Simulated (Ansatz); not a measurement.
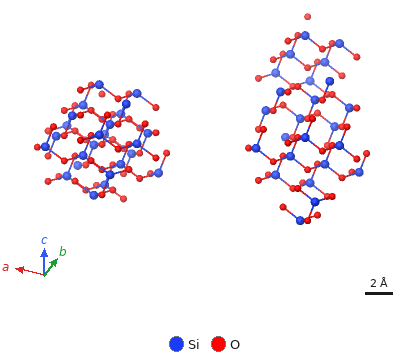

Two geometries of crystalline SiO₂ (a generated structure, set up in P4_2/nmc) (coarse preliminary run), drawn at one scale. One is the start of a relaxation, the other its converged end. The picture is a ball-and-stick view of the atoms within 5.0 Å of the atom that moves most (axes of the cell of the calculation), seen from a free direction.

The calculation used DFT PBE, scalar-relativistic, plane waves, PAW in Ansatz 0.2.0. Set-up: plane-wave cutoff 420 eV; k-point mesh 6 × 6 × 4; occupations gaussian; smearing width 0.1 eV; no spin polarisation; cell and atoms relaxed; force threshold 0.05 eV/Å; at most 60 steps.

### Which of the two is the end point?

The right one is the relaxed one. Case: Hf → Si on all its sites, cell and atoms relaxed. Over 26 accepted moves (33 points after the start) the energy falls by 4.444 eV per cell of the calculation. The largest force component goes from 2.3 to 0.0036 eV/Å. Pressure: 25.46 GPa at the start and 0.10 GPa at the end. At 7 points the geometry stayed and the basis and grid were re-selected for the new cell (energy shift of 0.391 eV per cell of the calculation at most each time). The largest moves relative to the cell, 0.93 Å, are those of O atoms. Si stays in place. Cell: a = b 3.113 → 2.839 Å (−8.8 %), c 4.546 → 9.211 Å (+102.6 %). Volume +68.6 %. Some distances before and after: O–Si 2.090 → 4.010 Å, O–Si 1.787 → 1.657 Å. Among the angles between lasting bonds that change: O–Si–O 121.1° → 117.9°, Si–O–Si 121.1° → 117.9°. The space group stays P4_2/nmc (No. 137). The run took 91 s on 1 thread of Intel(R) Xeon(R) Platinum 8259CL CPU @ 2.50GHz (Skylake/Cascade Lake), with other jobs on the host, peak memory 0.4 GiB.
